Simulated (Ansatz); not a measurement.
System: SiO2.

The calculation's input:

```
crystal:
  lattice:
    - [0.0, 4.71625711, 7.3627753715]
    - [2.3595806657, 0.0, 7.3627753715]
    - [2.3595806657, 4.71625711, 0.0]
  atoms:
    - { symbol: Si, position: [0.93676892, 0.93676892, 0.56323108] }
    - { symbol: Si, position: [0.68676892, 0.68676892, 0.31323108] }
    - { symbol: Si, position: [0.31323108, 0.31323108, 0.68676892] }
    - { symbol: Si, position: [0.56323108, 0.56323108, 0.93676892] }
    - { symbol: O, position: [0.0634396, 0.4365604, 0.0634396] }
    - { symbol: O, position: [0.4365604, 0.0634396, 0.4365604] }
    - { symbol: O, position: [0.8134396, 0.1865604, 0.8134396] }
    - { symbol: O, position: [0.1865604, 0.8134396, 0.1865604] }
    - { symbol: O, position: [0.125, 0.625, 0.625] }
    - { symbol: O, position: [0.625, 0.625, 0.625] }
    - { symbol: O, position: [0.625, 0.625, 0.125] }
    - { symbol: O, position: [0.625, 0.125, 0.625] }
hamiltonian:
  xc: hse06
  pseudopotentials: { kind: paw }
kpoints:
  mp_grid: { grid: [4, 4, 4] }
scf:
  occupations: { method: fermi_dirac, width: 0.05 }
output:
  forces: true
  stress: true
  eigenvalues: true
  write_density: true
  write_potential: true
  elf: true
  volumetric_format: npy
```

Below, planes, directions and counts refer to the conventional cell (a = 4.72 Å, b = 9.43 Å, c = 14.73 Å, α = 90.00°, β = 90.00°, γ = 90.00°).

Space group Fddd; a structure from a database of computed crystals, not necessarily the ambient phase.

Level of theory: Kohn-Sham DFT of a periodic cell, HSE06, Ansatz PAW in Ansatz.

What will maps of the valence pseudo-density and electron localisation function show?

Si–O (1.62 Å): the density is about 1.3 e/Å³ at the midpoint; the ELF peaks at about 0.85 between the atoms, as expected for a polar covalent bond.

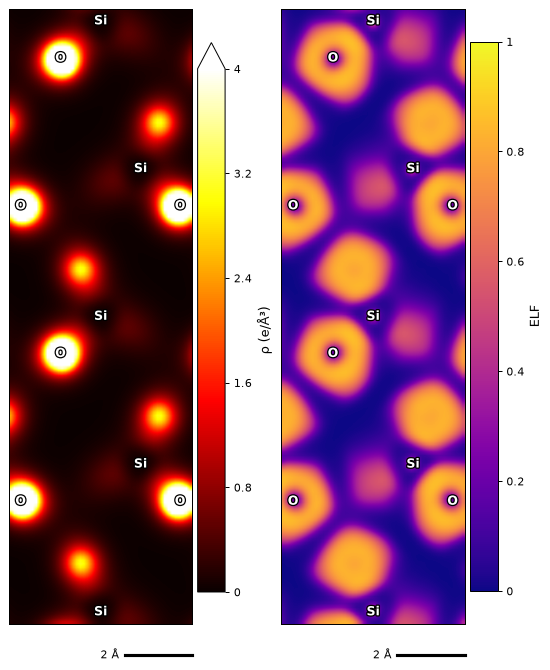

Computed valence pseudo-density and electron localisation function on the (011) plane of the conventional cell, in this order. Atoms just off the plane (O, 0.5 Å away) can leave unmarked features too.

In a PAW calculation such maps are meaningful between the atoms, not at the nuclei.
